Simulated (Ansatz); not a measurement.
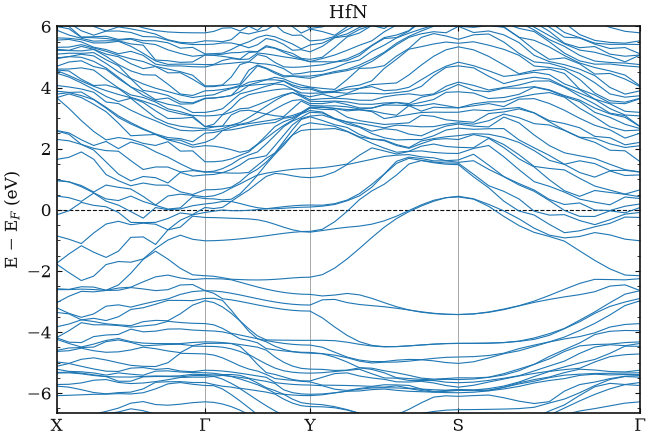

Band structure of a (110) slab cut from HfN (Fm-3m), ended by HfN planes, 14 atoms in the cell. Method: DFT PBEsol, scalar-relativistic, plane waves, PAW, no spin polarisation, 11×8×1 k mesh, 420 eV cutoff, Gaussian smearing of 0.1 eV (Ansatz). Energies are counted from the Fermi level.

A metal: bands cross the Fermi level along this path. Bands cross the Fermi level on every line of the path. At Γ the nearest levels lie 0.09 eV below and 0.08 eV above the Fermi level.

The electron count is odd and the run has no spin polarisation, so a magnetic state may lie lower. Spin-orbit coupling is left out, which matters for Hf.
